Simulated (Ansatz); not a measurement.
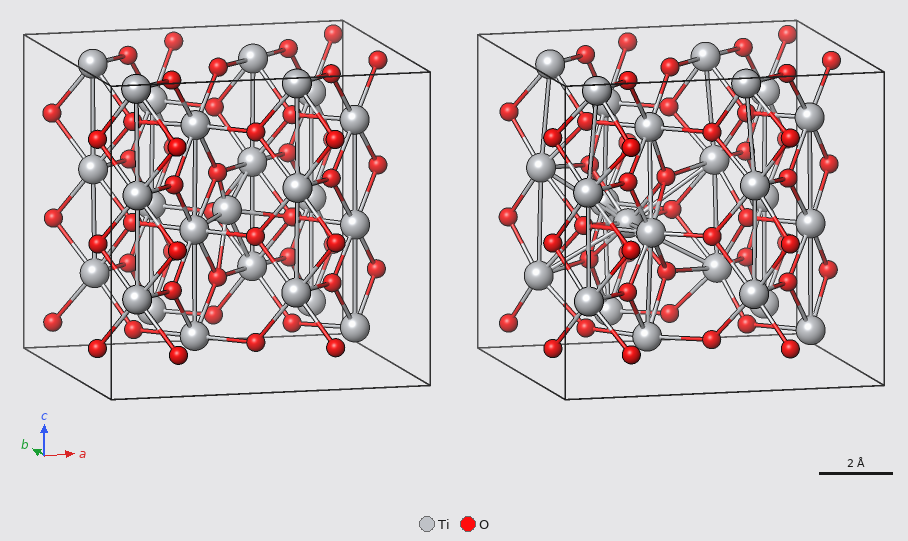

Two geometries of a defect cell of composition Ti$_{25}$O$_{48}$ (cell charge +4), drawn at one scale. One is the start of a relaxation, the other its converged end. The picture is a ball-and-stick view of the cell of the calculation (origin shifted), seen slightly off an axis.

These are results of DFT, PBEsol, PAW, plane waves (Ansatz 0.2.0), not measurements. Settings: plane-wave cutoff 420 eV; k-point mesh 1 × 1 × 1; mesh shifted by (0.25, 0.25, 0.25); no spin polarisation; atoms relaxed in a fixed cell; force threshold 0.03 eV/Å; at most 80 steps.

Question: Which geometry has the lower energy?

Answer: The right one is the relaxed one. The atom that moves furthest is a Ti atom (1.65 Å along [−3 2 −1]). By element the largest moves are Ti 1.65 Å, O 0.25 Å. The lattice vectors keep their values. Among the contacts that change: O–Ti 3.678 → 1.897 Å, O–Ti 1.910 → 3.324 Å, O–Ti 3.398 → 2.092 Å, Ti–Ti 1.788 → 3.001 Å. New bonds form, among them: O–Ti (2.71 → 1.85 Å), O–Ti (3.40 → 2.09 Å), O–Ti (3.68 → 1.90 Å). Bonds break, among them: O–Ti (1.91 → 3.32 Å). Among the angles between lasting bonds that change: Ti–Ti–O 168.0° → 90.7°, Ti–Ti–Ti 148.2° → 89.3°, Ti–Ti–O 148.0° → 90.6°. The energy falls by 26.003 eV per cell of the calculation in 15 geometry steps. Largest force component: 45 eV/Å at the start, 0.012 eV/Å at the end.

Limits of the set-up: the cell is charged, on a uniform background, and energies carry no finite-size correction.
